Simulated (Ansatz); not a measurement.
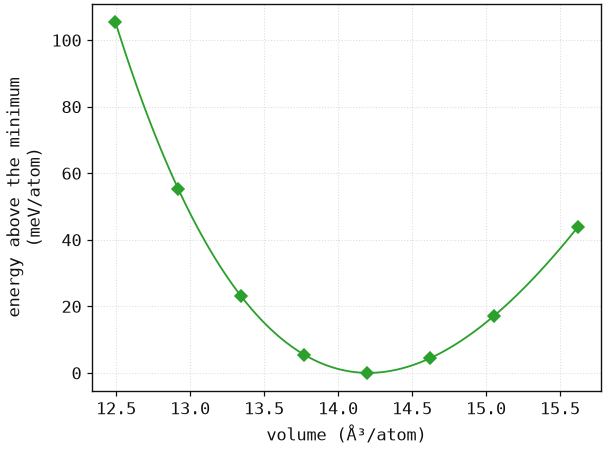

The plot gives the computed energy above the minimum against volume for PbO₂, space group P4_2/mnm (No. 136).

Starting cell:
```xyz
6
Lattice="4.9973 0.0000 0.0000 0.0000 4.9973 0.0000 0.0000 0.0000 3.4115" Properties=species:S:1:pos:R:3 pbc="T T T"
Pb    0.0000    0.0000    0.0000
Pb    2.4987    2.4987    1.7057
O     1.5373    1.5373    0.0000
O     0.9614    4.0360    1.7057
O     3.4600    3.4600    0.0000
O     4.0360    0.9614    1.7057
```

Calculation (Ansatz 0.2.0): third-order Birch-Murnaghan fit to density functional energies at scaled volumes of the given relaxed cell, shape and atoms relaxed at each volume; energies count from the fitted minimum; plane waves with PAW datasets, Γ-centred k mesh. Level: PBEsol, no spin polarisation.

- wave cutoff: 420 eV
- k mesh: 8×8×10
- occupations: Gaussian
- smearing width: 0.1 eV

From this curve and the settings, what does the calculation give for the pressure and gap on the k mesh at the same points?

The pressure falls from 22.65 GPa at volume 12.495 Å³/atom to −8.73 GPa at 15.619 Å³/atom, and changes sign near 14.20 Å³/atom. The gap on the k mesh is closed at 7 of the 8 points and is largest, 0.046 eV, at 14.625 Å³/atom.

| volume (Å³/atom) | pressure (GPa) | gap on the k mesh (eV) |
| --- | --- | --- |
| 12.495 | 22.65 | 0.000 |
| 12.921 | 15.31 | 0.000 |
| 13.347 | 9.26 | 0.000 |
| 13.773 | 4.20 | 0.000 |
| 14.199 | 0.02 | 0.000 |
| 14.625 | −3.35 | 0.046 |
| 15.051 | −6.09 | 0.000 |
| 15.619 | −8.73 | 0.000 |

Limits of the calculation: a crossing between the sampled k points may be missed; bands touch, and spin-orbit coupling could open a gap.
